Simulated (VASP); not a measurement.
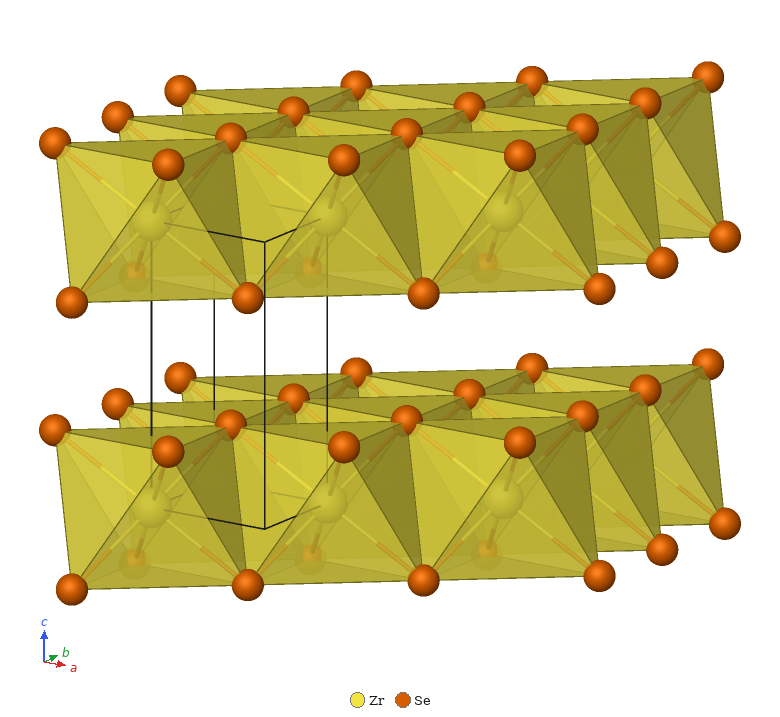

Polyhedra are drawn about Zr (bonds: Se–Zr below 3 Å); other atoms are plain spheres.

System ZrSe2 (space group P-3m1, No. 164); source of the atomic positions: an entry of the Crystallography Open Database, as set up for an electronic-structure calculation.

Q: What figure surrounds each Zr atom, and what does it share with the other drawn polyhedra?

A: Zr: ZrSe6 octahedron, sharing edges with six neighbours.

Q: What is the connectivity of the polyhedra: isolated, groups, chains, layers or framework?

A: They form layers of edge-sharing octahedra parallel to (001).
